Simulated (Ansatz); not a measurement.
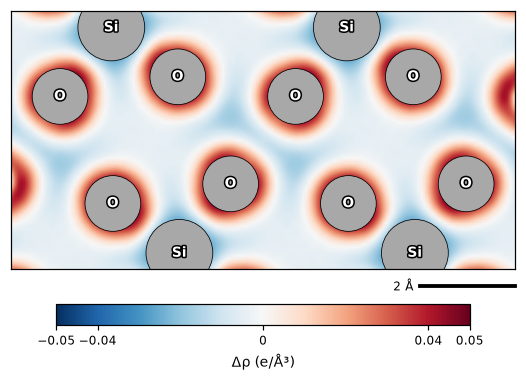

SiO2. Difference of the valence pseudo-densities of two functionals at the same geometry, on the (111) plane of the calculation cell: r2SCAN less LDA.

Both computed with Ansatz (plane waves, PAW), on the same k-point mesh. Grey discs cover the atomic cores.

**Where does the change of functional move the electrons?**

Against LDA, r2SCAN gives less density around Si (−0.009 e/Å³ on average at 0.9 Å from the nucleus), more density around O (+0.023 e/Å³ on average at 0.7 Å from the nucleus), less density in the space between the atoms (−0.005 e/Å³ on average) and a change of +0.009 e/Å³ at the midpoint of Si–O and +0.006 e/Å³ at the midpoint of Si–O.
